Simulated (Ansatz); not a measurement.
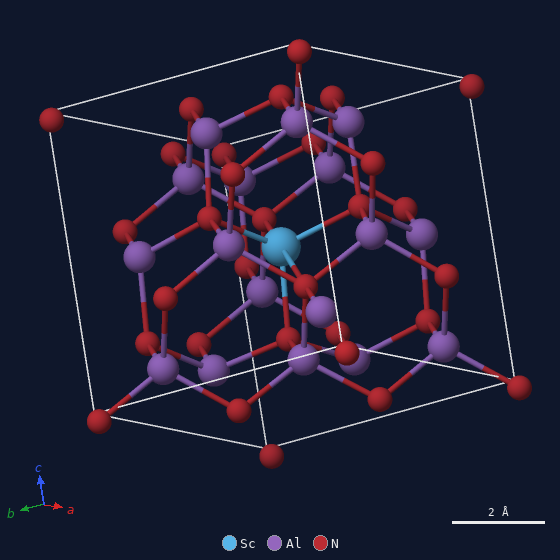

View from a general direction, drawn as a ball-and-stick model. The box is the supercell; atoms on or close to its faces, edges and corners are drawn wherever they repeat. The host is AlN, in a cell of 36 sites, and the cell is neutral.

**Which defect is modelled here, and what are its neighbours?**

Scandium on an aluminium site (a substitutional impurity). It is bonded to five N at about 2.0 to 3.0 Å.

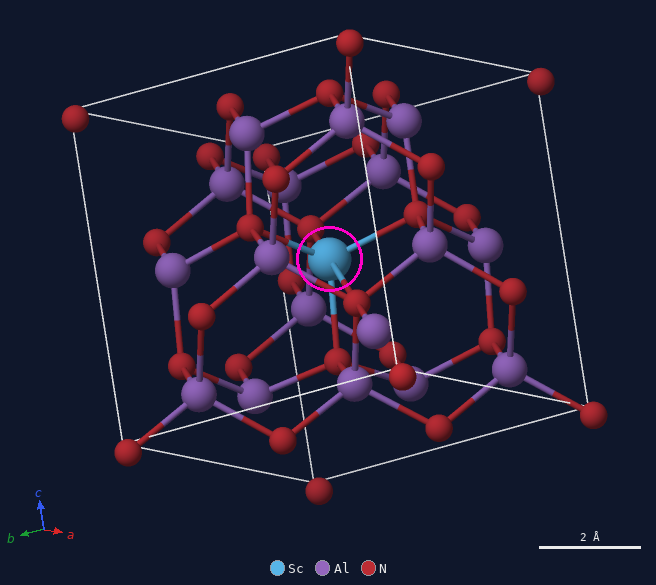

The same cell with a ring at the defect's site.

The atoms were relaxed in the host's cell with Ansatz, DFT PBE, scalar-relativistic, plane waves, PAW.
